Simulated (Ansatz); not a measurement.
## Electronic structure of Co (slab) in real space

```cif
data_structure
_symmetry_space_group_name_H-M 'P 1'
_symmetry_Int_Tables_number 1
_cell_length_a 2.4559
_cell_length_b 3.9681
_cell_length_c 26.3431
_cell_angle_alpha 90.000
_cell_angle_beta 90.000
_cell_angle_gamma 90.000
_cell_volume 256.72
loop_
_atom_site_label
_atom_site_type_symbol
_atom_site_fract_x
_atom_site_fract_y
_atom_site_fract_z
_atom_site_occupancy
Co1 Co 0.00000 0.75000 0.28470 1
Co2 Co 0.50000 0.25000 0.31162 1
Co3 Co 0.50000 0.75000 0.36544 1
Co4 Co 0.00000 0.25000 0.39235 1
Co5 Co 0.00000 0.75000 0.44618 1
Co6 Co 0.50000 0.25000 0.47309 1
Co7 Co 0.50000 0.75000 0.52691 1
Co8 Co 0.00000 0.25000 0.55382 1
Co9 Co 0.00000 0.75000 0.60765 1
Co10 Co 0.50000 0.25000 0.63456 1
Co11 Co 0.50000 0.75000 0.68838 1
Co12 Co 0.00000 0.25000 0.71530 1
```

Not relaxed (largest force 0.5 eV/Å); spin-polarised.

The calculation used DFT PBEsol, scalar-relativistic, plane waves, PAW (Ansatz).

Core electrons are frozen (PAW), and the valence fields are smoothed inside the atomic spheres.

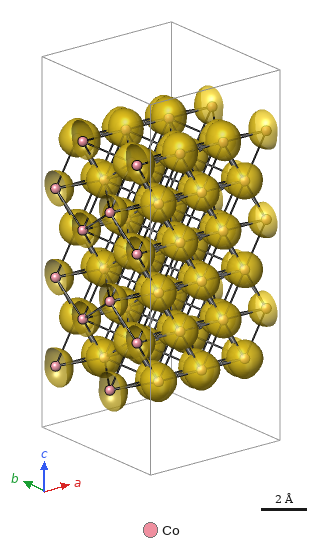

Figure 1. Isosurfaces of the spin density at +0.1 (yellow) and −0.1 e/Å³ (cyan), seen at an oblique angle. Sticks mark near contacts.

Describe the spin distribution.

The spin density sits on Co: +1.8 μB (×2) and +1.7 μB (×10) in one cell of 12 atoms: parallel moments (a ferromagnetic arrangement) in this solution. The cell of the calculation (12 atoms) carries 19.5 μB of net spin moment. Only one sign reaches the isovalue.

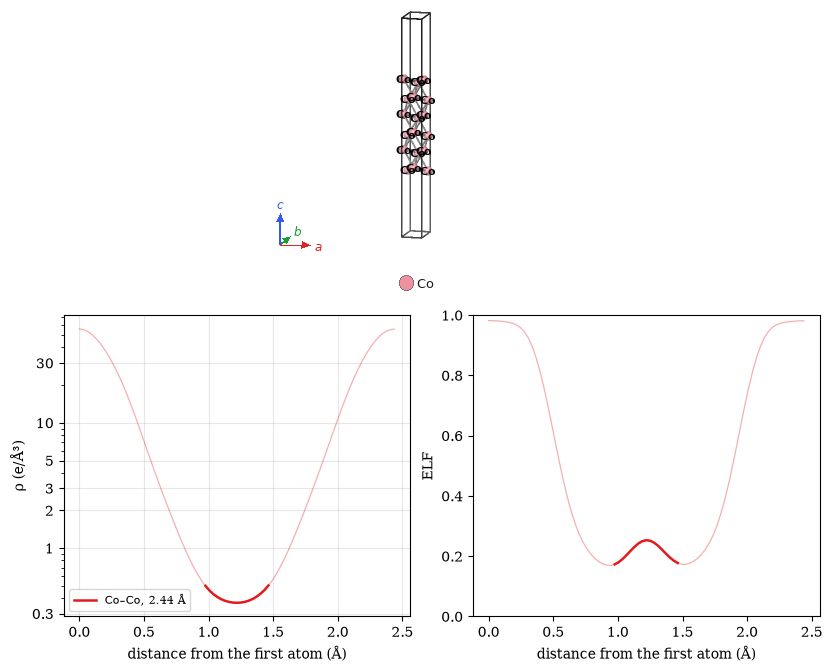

Figure 2. Valence pseudo-density and electron localisation function along straight lines between neighbouring atoms. Thin, pale parts lie inside the atomic spheres. The structure is drawn too.

What can be read from the curves?

Co–Co (2.44 Å): the density is about 0.37 e/Å³ at the midpoint; the ELF is about 0.25 at the midpoint: no shared electron pair shows on this line.

Does the calculation make it a metal, or give it a gap?

It is gapless in this calculation (a metal or semimetal).
